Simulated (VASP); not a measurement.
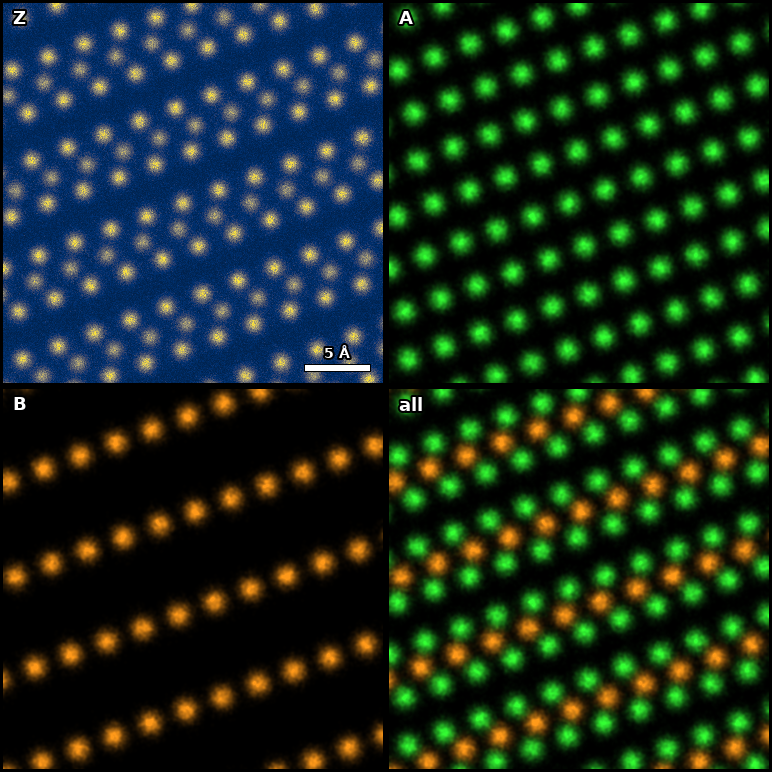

Te2Mo (P6_3/mmc, No. 194) along [100]. Panel Z: Simulation: incoherent imaging, intensity Z^1.7 per atom, probe width 0.97 Å, thin sample. The probe carries 25 % of its weight in a tail 2.5 times as wide. Shot noise was added. The other panels are simulated element maps (the number of atoms of one element along the beam, blurred by 1.3 Å, with counting noise; each on its own scale, no channelling); the last overlays them. Structure used: the geometry relaxed with VASP Kohn-Sham DFT of a periodic cell, AM05, VASP PAW PBE potentials, recommended (VASP 6.6.1).

```
Te Mo
1.0
     3.48815    0.00000    0.00000
    -1.74407    3.02082    0.00000
     0.00000    0.00000   14.49337
Te Mo
4 2
Direct
  0.66667 0.33333 0.37447
  0.33333 0.66667 0.87447
  0.66667 0.33333 0.12553
  0.33333 0.66667 0.62553
  0.66667 0.33333 0.75000
  0.33333 0.66667 0.25000
```

Which element does each lettered map show?

A: Te, B: Mo. The projected cell (3.02 × 14.49 Å, 90°) holds 6 columns: 4 of Te and 2 of Mo. No column is shared by two of the mapped elements.
